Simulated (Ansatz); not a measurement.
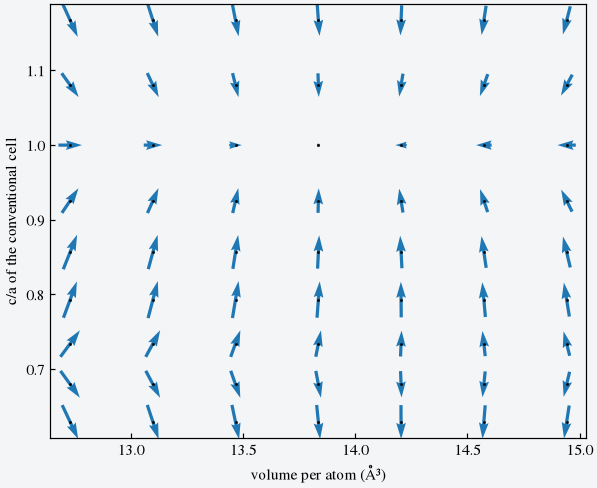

Ir (Fm-3m, No. 225; 1 atom in the cell). 
- The energy is mapped over volume and the cell's shape.
- Coordinates scanned: (1) volume per atom; (2) c/a of the conventional cell.
- Nothing is relaxed (symmetry fixes all fractional coordinates).
- The scan uses a 7 × 9 grid.
- Points are written as (first, second).
- The calculation used DFT LDA, scalar-relativistic, plane waves, PAW in Ansatz 0.2.0. Settings: cutoff 420 eV, k-mesh 22×22×22, gaussian smearing 0.15 eV, no spin polarisation.

Drawn: dots at the grid points, arrows along the force (downhill), their lengths compressed.

Question: The arrows alone are given. Where is the energy lowest?

Answer: The arrows converge at (13.835 Å³, 1.000) [fcc] (read from the interpolated surface).

The energy map of the same scan:

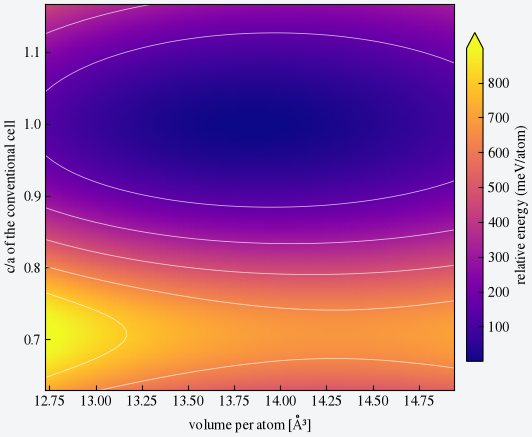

Energies are in meV/atom, from the lowest grid point; between grid points the surface is interpolated.

PAW datasets: the set soft_1.
